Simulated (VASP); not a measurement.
# ZnS (Wurtzite-2H): structure and properties in VASP, part 4 of 4

Aim: relax ZnS (Wurtzite-2H), then compute properties on the relaxed cell. The start is a cell from a database of measured crystal structures.

VASP 6.6.1; LDA; plane waves and PAW (Zn, S).

So far. Step 12 (Volume scan with LDA, volume scale 1.04): The run ends at a pressure of -3.14 GPa, with forces up to 0.0095 eV/Å.

The database entry behind the starting cell has ideal inner coordinates that were not refined, so it need not match the best structure at ambient conditions.

**13. Volume scan with LDA, volume scale 1.06**

A prediction first. A parabola through the 6 pressures of evenly scaled cells so far, P = -0.02 -87.7 t +211 t² GPa with t = ln(V/V₁) and V₁ the volume at scale 1, gives -4.41 GPa at t = +0.0583.

Contents of INCAR:

```
SYSTEM = ZnS
PREC = Accurate
ENCUT = 400
EDIFF = 1E-06
NELM = 100
ISMEAR = 0
SIGMA = 0.05
LREAL = .FALSE.
ALGO = Normal
GGA = CA
NBANDS = 24
LORBIT = 11
LWAVE = .FALSE.
LCHARG = .FALSE.
KPAR = 4
ISIF = 2
```

Contents of POSCAR:

```
ZnS
1.0
    3.8122253516      0.0000000000      0.0000000000
   -1.9061126758      3.3014839994      0.0000000000
    0.0000000000      0.0000000000      6.2634766505
Zn S
2 2
Direct
    0.3333333333      0.6666666667      0.0005974774
    0.6666666667      0.3333333333      0.5005974774
    0.3333333333      0.6666666667      0.3744025226
    0.6666666667      0.3333333333      0.8744025226
```

Contents of KPOINTS:

```
Automatic mesh
0
Gamma
6 6 3
0 0 0
```

Potentials, in the order of the species: Zn and S (LDA family, release 64).

The run is started by

```bash
> mpirun -np 4 vasp_std
```

The program printed:

```text
[... set-up lines as in an earlier step ...]
 entering main loop
       N       E                     dE             d eps       ncg     rms          rms(c)
DAV:   1     0.208514175986E+03    0.20851E+03   -0.15038E+04   672   0.152E+03
DAV:   2     0.906927070911E+00   -0.20761E+03   -0.19981E+03   736   0.324E+02
DAV:   3    -0.168434962772E+02   -0.17750E+02   -0.17672E+02   792   0.101E+02
DAV:   4    -0.171873451108E+02   -0.34385E+00   -0.34361E+00   848   0.148E+01
[...]
DAV:  11    -0.163369671589E+02   -0.23129E-04   -0.69337E-05   784   0.117E-01    0.907E-02
DAV:  12    -0.163369633838E+02    0.37752E-05   -0.25049E-05   840   0.101E-01    0.750E-03
DAV:  13    -0.163369636414E+02   -0.25760E-06   -0.13760E-06   512   0.911E-03
   1 F= -.16336964E+02 E0= -.16336964E+02  d E =-.652026E-11
```

It took 4.2 s on 4 MPI ranks of Intel Xeon 6975P-C (Granite Rapids), shared host; peak memory 0.59 GiB.

From OUTCAR (step 13):

```text
  Total       -2.1793966     -2.1793966     -2.2288401      0.0000000      0.0000000      0.0000000
  in kB      -44.2938709    -44.2938709    -45.2987563      0.0000000      0.0000000      0.0000000
  external PRESSURE =     -44.6288327 kB  Pullay stress =       0.0000000 kB

 POSITION                                       TOTAL-FORCE (eV/Angst)
 -----------------------------------------------------------------------------------
     -0.00000      2.20099      0.00374        -0.000000      0.000000     -0.013443
      1.90611      1.10049      3.13548         0.000000     -0.000000     -0.013443
     -0.00000      2.20099      2.34506        -0.000000      0.000000      0.013443
      1.90611      1.10049      5.47680         0.000000     -0.000000      0.013443
 -----------------------------------------------------------------------------------
    total drift:                               -0.000000     -0.000000      0.002199

  FREE ENERGIE OF THE ION-ELECTRON SYSTEM (eV)
  ---------------------------------------------------
  free  energy   TOTEN  =       -16.3369636414 eV

  energy  without entropy=      -16.3369636414  energy(sigma->0) =      -16.33696364

[... 1 part as in an earlier step ...]

[... 2 further parts left out ...]
[key lines of the parts left out:]
E-fermi :   2.1741
```

The pressure falls from -3.14 to -4.46 GPa. The parabola predicted -4.41 GPa, +0.05 GPa off.

**14. Comparing the runs**

Times are for 4 MPI ranks of Intel Xeon 6975P-C (Granite Rapids), shared host. Results by setting:

| no. | volume scale | energy above the lowest point (meV/atom) | pressure (GPa) | gap on the k-mesh (eV) | time | memory (GiB) |
| --- | --- | --- | --- | --- | --- | --- |
| 1 | 0.94 | 22.23 | 6.226 | 2.519 | 2.4 s | 0.54 |
| 2 | 0.96 | 10 | 3.901 | 2.417 | 2.4 s | 0.53 |
| 3 | 0.98 | 2.76 | 1.835 | 2.318 | 2.6 s | 0.53 |
| 4 | 1 | 0 | -0.01245 | 2.222 | 2.6 s | 0.52 |
| 5 | 1.02 | 1.34 | -1.658 | 2.129 | 3.4 s | 0.56 |
| 6 | 1.04 | 6.32 | -3.142 | 2.038 | 3.6 s | 0.58 |
| 7 | 1.06 | 14.47 | -4.463 | 1.951 | 4.2 s | 0.59 |

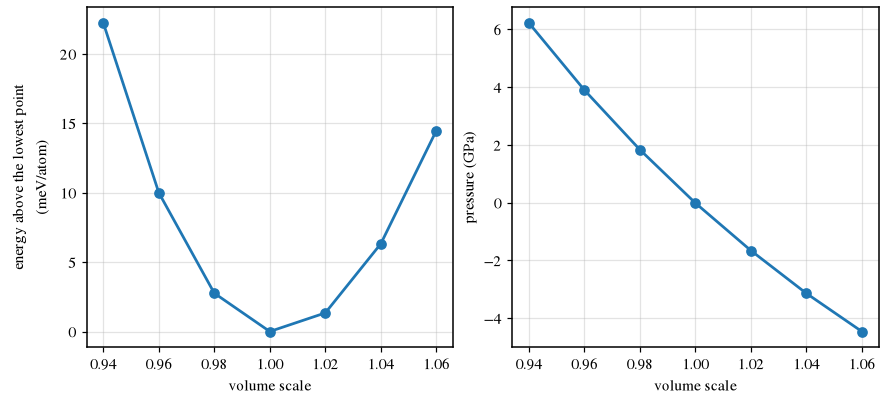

The series as plots.

**15. Fit for LDA**

This step: Birch-Murnaghan fit, LDA; plane waves and PAW (VASP 6.6.1).

Derived from the runs above.

Numbers from this step:

```yaml
pressure_derivative_of_the_bulk_modulus: 4.437
r_m_s_error_of_the_fit: 1.75e-5 eV/atom
minimum_inside_the_sampled_range: yes
bulk_modulus: 85.76 GPa
equilibrium_volume_of_the_fit: 18.65 Å³/atom
```

Table of energy above the fitted minimum by volume:

| volume (Å³/atom) | energy above the fitted minimum (eV/atom) |
| --- | --- |
| 17.477 | 0.0222 |
| 17.849 | 0.0100 |
| 18.221 | 0.00278 |
| 18.593 | 2.2e-5 |
| 18.964 | 0.00136 |
| 19.336 | 0.00634 |
| 19.708 | 0.0145 |

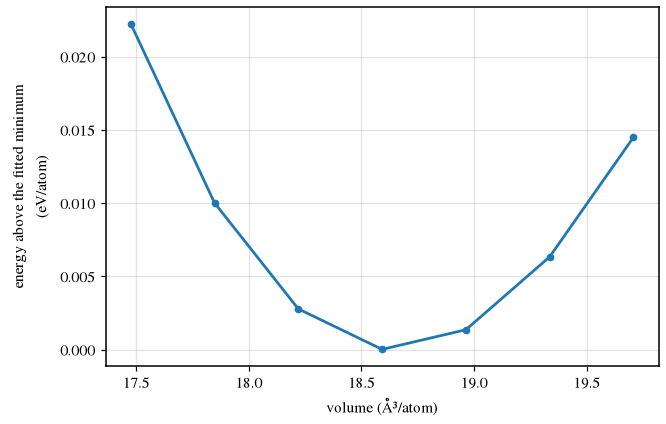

Energy above the fitted minimum, plotted against volume.

The fitted volume lies +0.32 % from the relaxed one. At a finite cutoff and mesh the minimum of the energy and the zero of the stress don't quite coincide, and the relaxation stops at a threshold.

**16. Field gradients at the nuclei (LDA)**

This step: LDA; plane waves and PAW (Zn, S) (VASP 6.6.1).

Field gradients probe how far the charge around each nucleus departs from cubic symmetry; LASPH keeps the non-spherical terms inside the spheres.

Changes to INCAR since step 13:

```diff
@@ -3,3 +3,3 @@
 ENCUT = 400
-EDIFF = 1E-06
+EDIFF = 1E-07
 NELM = 100
@@ -15,2 +15,3 @@
 KPAR = 4
-ISIF = 2
+LEFG = .TRUE.
+LASPH = .TRUE.
```

Contents of POSCAR:

```
ZnS
1.0
    3.7388950666      0.0000000000      0.0000000000
   -1.8694475333      3.2379781097      0.0000000000
    0.0000000000      0.0000000000      6.1429951770
Zn S
2 2
Direct
    0.3333333333      0.6666666667      0.0005974774
    0.6666666667      0.3333333333      0.5005974774
    0.3333333333      0.6666666667      0.3744025226
    0.6666666667      0.3333333333      0.8744025226
```

KPOINTS is that of step 13.

The run is started by

```bash
> mpirun -np 4 vasp_std
```

The program printed:

```text
[... set-up lines as in an earlier step ...]
 entering main loop
       N       E                     dE             d eps       ncg     rms          rms(c)
[... 1 cycle as in an earlier step ...]
DAV:   2     0.668622002454E+00   -0.21004E+03   -0.20436E+03   720   0.328E+02
DAV:   3    -0.169482821981E+02   -0.17617E+02   -0.17537E+02   856   0.102E+02
DAV:   4    -0.172680603146E+02   -0.31978E+00   -0.31960E+00   784   0.142E+01
[... 1 cycle as in an earlier step ...]
DAV:   6    -0.164226256334E+02    0.85172E+00   -0.19143E+00   992   0.422E+01    0.817E+00
DAV:   7    -0.164180814153E+02    0.45442E-02   -0.16365E+00   792   0.772E+00    0.329E+00
DAV:   8    -0.163961213703E+02    0.21960E-01   -0.62352E-02   904   0.223E+00    0.976E-01
DAV:   9    -0.163947859729E+02    0.13354E-02   -0.16503E-02   936   0.165E+00    0.281E-01
DAV:  10    -0.163948258395E+02   -0.39867E-04   -0.52936E-04   856   0.292E-01    0.163E-01
DAV:  11    -0.163948466275E+02   -0.20788E-04   -0.69249E-05   816   0.926E-02    0.846E-02
DAV:  12    -0.163948440983E+02    0.25292E-05   -0.12401E-05   928   0.479E-02    0.891E-03
DAV:  13    -0.163948442557E+02   -0.15738E-06   -0.51028E-07   840   0.471E-03    0.325E-03
DAV:  14    -0.163948443000E+02   -0.44377E-07   -0.40607E-08   536   0.157E-03
ion   1
     0.0000000    -0.0000000     0.0000000     0.0048054     0.0000000     0.0000000
     0.0000468    -0.0000000     0.0000000     0.0048054     0.0000000     0.0000000
     0.0000645    -0.0000000     0.0000000     0.0048054     0.0000000     0.0000000
     0.0000888    -0.0000000     0.0000000     0.0048054     0.0000000     0.0000000
     0.0001223    -0.0000000     0.0000000     0.0048054     0.0000000     0.0000000

     0.0000000    -0.0000000     0.0000000    -0.0108997     0.0000000     0.0000001
     0.0000468    -0.0000000     0.0000000    -0.0108976     0.0000000     0.0000001
     0.0000645    -0.0000000     0.0000000    -0.0108965     0.0000000     0.0000001
     0.0000888    -0.0000000     0.0000000    -0.0108946     0.0000000     0.0000001
     0.0001223    -0.0000000     0.0000000    -0.0108917     0.0000000     0.0000001

ion   2
     0.0000000    -0.0000000    -0.0000000     0.0048054    -0.0000000     0.0000000
     0.0000468    -0.0000000    -0.0000000     0.0048054    -0.0000000     0.0000000
     0.0000645    -0.0000000    -0.0000000     0.0048054    -0.0000000     0.0000000
     0.0000888    -0.0000000    -0.0000000     0.0048054    -0.0000000     0.0000000
     0.0001223    -0.0000000    -0.0000000     0.0048054    -0.0000000     0.0000000

     0.0000000    -0.0000000    -0.0000000    -0.0108997    -0.0000000     0.0000001
     0.0000468    -0.0000000    -0.0000000    -0.0108976    -0.0000000     0.0000001
     0.0000645    -0.0000000    -0.0000000    -0.0108965    -0.0000000     0.0000001
     0.0000888    -0.0000000    -0.0000000    -0.0108946    -0.0000000     0.0000001
     0.0001223    -0.0000000    -0.0000000    -0.0108917    -0.0000000     0.0000001

ion   3
     0.0000000    -0.0000000     0.0000000    -0.1917482    -0.0000000     0.0000000
     0.0000369    -0.0000000     0.0000000    -0.1917482    -0.0000000     0.0000000
     0.0000508    -0.0000000     0.0000000    -0.1917482    -0.0000000     0.0000000
     0.0000700    -0.0000000     0.0000000    -0.1917482    -0.0000000     0.0000000
     0.0000964    -0.0000000     0.0000000    -0.1917482    -0.0000000     0.0000000

     0.0000000    -0.0000000     0.0000000    -3.0457366    -0.0000000     0.0000000
     0.0000369    -0.0000000     0.0000000    -3.0457280    -0.0000000     0.0000000
     0.0000508    -0.0000000     0.0000000    -3.0457227    -0.0000000     0.0000000
     0.0000700    -0.0000000     0.0000000    -3.0457140    -0.0000000     0.0000000
     0.0000964    -0.0000000     0.0000000    -3.0456995    -0.0000000     0.0000000

ion   4
     0.0000000    -0.0000000    -0.0000000    -0.1917482    -0.0000000     0.0000000
     0.0000369    -0.0000000    -0.0000000    -0.1917482    -0.0000000     0.0000000
     0.0000508    -0.0000000    -0.0000000    -0.1917482    -0.0000000     0.0000000
     0.0000700    -0.0000000    -0.0000000    -0.1917482    -0.0000000     0.0000000
     0.0000964    -0.0000000    -0.0000000    -0.1917482    -0.0000000     0.0000000

     0.0000000    -0.0000000    -0.0000000    -3.0457366    -0.0000000     0.0000000
     0.0000369    -0.0000000    -0.0000000    -3.0457280    -0.0000000     0.0000000
     0.0000508    -0.0000000    -0.0000000    -3.0457227    -0.0000000     0.0000000
     0.0000700    -0.0000000    -0.0000000    -3.0457140    -0.0000000     0.0000000
     0.0000964    -0.0000000    -0.0000000    -3.0456995    -0.0000000     0.0000000

   1 F= -.16394844E+02 E0= -.16394844E+02  d E =-.770657E-17
```

The job ended after 3 s (4 MPI ranks; peak memory 0.54 GiB; 10 s of CPU time).

Parts of OUTCAR (step 16):

```text
   NELECT =      36.0000    total number of electrons

 E-fermi :   2.8135

 k-point     1 :       0.0000    0.0000    0.0000
  band No.  band energies     occupation
    ...
     14       1.5417      2.00000
     15       1.5417      2.00000
     16       2.4284      2.00000
     17       2.5313      2.00000
     18       2.5313      2.00000
     19       4.7532      0.00000
     20       5.5472      0.00000
     21       8.6521      0.00000
     22       8.6521      0.00000
     23       8.9003      0.00000
    ...

  Total       -0.0107413     -0.0107413      0.0018170      0.0000000     -0.0000000      0.0000000
  in kB       -0.2314039     -0.2314039      0.0391444      0.0000000     -0.0000000      0.0000000
  external PRESSURE =      -0.1412211 kB  Pullay stress =       0.0000000 kB

 POSITION                                       TOTAL-FORCE (eV/Angst)
 -----------------------------------------------------------------------------------
     -0.00000      2.15865      0.00367         0.000000      0.000000      0.000050
      1.86945      1.07933      3.07517         0.000000     -0.000000      0.000050
     -0.00000      2.15865      2.29995        -0.000000      0.000000     -0.000050
      1.86945      1.07933      5.37145         0.000000      0.000000     -0.000050
 -----------------------------------------------------------------------------------
    total drift:                               -0.000000     -0.000001      0.000285

  FREE ENERGIE OF THE ION-ELECTRON SYSTEM (eV)
  ---------------------------------------------------
  free  energy   TOTEN  =       -16.3948443000 eV

  energy  without entropy=      -16.3948443000  energy(sigma->0) =      -16.39484430

 Electric field gradients after diagonalization (V/A^2)
 (convention: |V_zz| > |V_xx| > |V_yy|)
----------------------------------------------------------------------
 ion       V_xx      V_yy      V_zz     asymmetry (V_yy - V_xx)/ V_zz
----------------------------------------------------------------------
   1       0.011     0.003    -0.015       0.570
   2       0.011     0.003    -0.015       0.570
   3      -1.898    -1.896     3.795       0.000
   4      -1.898    -1.896     3.795       0.000
----------------------------------------------------------------------

[... 10 parts as in an earlier step ...]

[... 7 further parts left out ...]
```

Numbers from this step:

| Property | Result |
| --- | --- |
| SCF cycles | 14 |
| free energy (TOTEN) | -16.39 eV |
| Fermi energy | 2.813 eV |
| pressure | -0.01412 GPa |
| gap on the k-mesh | 2.222 eV |
| least direct gap on the k-mesh | 2.222 eV |

Electric field gradients, by row:

| atom | Vxx (V/Å²) | Vyy (V/Å²) | Vzz (V/Å²) | asymmetry |
| --- | --- | --- | --- | --- |
| Zn1 | 0.011 | 0.003 | -0.015 | - |
| Zn2 | 0.011 | 0.003 | -0.015 | - |
| S3 | -1.898 | -1.896 | 3.795 | 0 |
| S4 | -1.898 | -1.896 | 3.795 | 0 |

The largest gradient, 3.79 V/Å², sits on S3 and like sites; times the quadrupole moment of a nucleus that has one, it gives the coupling that NMR and NQR see.

**17. Summary of results**

| Property | Result |
| --- | --- |
| relaxed volume | 18.59 Å³/atom |
| relaxed conventional cell a, b, c | 3.739, 3.739, 6.143 Å; angles 90.0, 90.0, 120.0° |
| space group after relaxing, within 0.02 Å | P6_3mc (No. 186) |
| band gap | 2.22 eV, direct |
| gap among the points of the DOS mesh alone, an upper bound | 2.22 eV |
| bulk modulus from the fit | 85.8 GPa |
| volume from the fit | 18.7 Å³/atom |
| largest field gradient Vzz | 3.79 V/Å² on S3 |

What this shows: With LDA, ZnS (Wurtzite-2H) relaxes to 18.59 Å³/atom in space group P6_3mc (held by the symmetry of the run), has a direct gap of 2.22 eV and has a bulk modulus of 85.8 GPa. Against the listed cell the volume lies -5.9 % (a -2.1 %, c -1.9 %). Bands along the symmetry lines (LDA): On this path the gap is direct, 2.22 eV, with the valence top at Γ and the conduction bottom at Γ. Semilocal functionals usually underestimate gaps. No search among competing phases was made, and a listed structure need not be the one stable at ambient conditions. All values are for a static lattice at zero temperature.

[Lines on the potential files, build, host, timing and source positions are cut from VASP's logs without a mark.]

[Logs are printed without paths, hosts, clocks, repeated set-up lines and the standing remarks that a program may print on its own settings, such as how far it seeks lower states.]

[Hosts, paths, dates, database ids (printed as entryN), source tags and the programs' standing remarks are cut or masked in the printed files.]

[A measured line is paired with the nearest computed mode of its activity, which favours agreement.]
